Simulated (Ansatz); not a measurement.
# Gate voltage at the highest density: 2H-CrSTe monolayer

A layer charged from two gates alike needs a voltage that grows with the carrier density; the slope is e over the total capacitance.

How it was computed: Ansatz 0.2.0, plane waves with PAW datasets (its set soft_2), r2SCAN-D4; isolated slab, charged sheets 4 Å from the outer atoms behind model barriers, atoms held, Fermi-Dirac smearing of 0.02585 eV. The voltage is that of the gates (their mean) against the layer's Fermi level, from the uncharged case, which has a gap of 0.25 eV.

```tsv
run	added electrons (10¹³ per cm²)	gate voltage (V)
run 1	0.50	0.22
run 2	2.00	0.66
run 3	6.00	?
```

**Question.** What value belongs in the row marked “?”, and how far can the other rows tell?

Two rows fix a line: slope = (0.66 − 0.22) / (2.00 − 0.50) = 0.2933, intercept 0.0734. The capacitance is 1.602/0.2933 = 5.46 µF/cm², against 4.43 µF/cm² for plates 4 Å apart in vacuum on both sides; it is the larger, as where the added charge has its centre outside the outer atoms (not examined here). The line misses the origin, so the series is curved at low densities. At 6.00 it gives 0.2933 × 6.00 + 0.0734 = 1.83 V, beyond the rows fitted. Rounding of the rows alone allows about ±0.032 V there; two rows can't show whether the line holds.

The run itself gives 1.77 V: a miss of −0.06 V, or 3.4 % of the value. The capacitance rises towards the highest density.

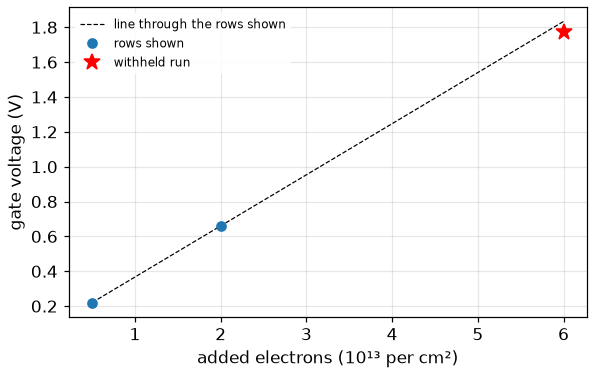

The fit and the withheld run.

**Limits.** The gates are model sheets, not atoms, and low densities sample few k-points. Spin-orbit coupling is left out, which changes the bands of elements this heavy.

[Logs are printed without paths, hosts, clocks, repeated set-up lines and the standing remarks that a program may print on its own settings, such as how far it seeks lower states.]
